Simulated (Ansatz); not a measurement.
## Electronic structure of CdI in real space

```
CELL_PARAMETERS angstrom
3.28149 0.00000 0.00000
0.00000 3.28149 0.00000
0.00000 0.00000 6.92735
ATOMIC_POSITIONS crystal
Cd 0.50000 0.50000 0.00000
I 0.00000 0.00000 0.50000
```

Space group P4/mmm; a structure generated by program, which may or may not match a known phase; computed without spin polarisation.

All numbers below come from DFT PBE, scalar-relativistic, plane waves, PAW (Ansatz).

The density is the valence pseudo-density of a PAW calculation; it isn't the true density close to the nuclei.

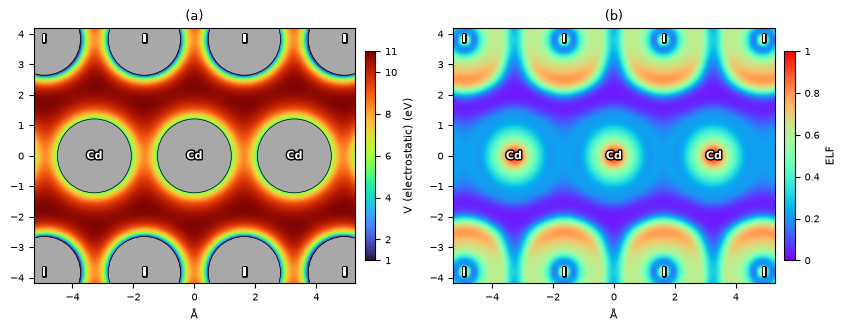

Figure 1. (a) electrostatic potential energy of an electron; (b) ELF on the (011) plane of the conventional cell. Grey discs cover the atomic cores in the potential map.

**Interpret the plot.**

Atoms in the plane: Cd and I. Cd–Cd (3.28 Å): the ELF is about 0.20 at the midpoint; no shared electron pair shows on this line. I–I (3.28 Å): the ELF is about 0.30 at the midpoint. The features right at Cd lie inside the PAW spheres, where the map follows smoothed inner orbitals and isn't to be read closely. Outside the cores the potential energy rises away from the atoms and is highest about 2.1 Å from the nearest atoms; its zero is arbitrary.

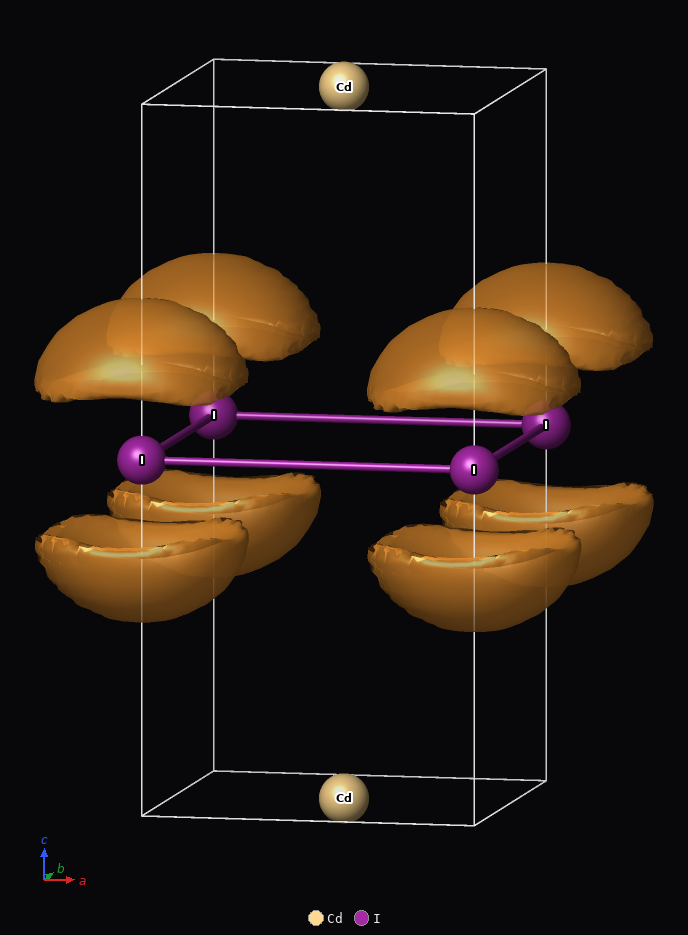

Figure 2. Isosurface of the electron localisation function at 0.7 (orange), seen slightly off an axis. Only the valence region is drawn (cores and ρ < 0.01 e/Å³ removed). Sticks mark near contacts.

**What do the ELF domains correspond to?**

At this value the surface marks out two lobes on I, pointing away from the bonds (lone pairs), counted in one cell of 2 atoms. Any copies at cell faces, edges or corners count once.

**Does the calculation make it a metal, or give it a gap?**

It is gapless in this calculation (a metal or semimetal).
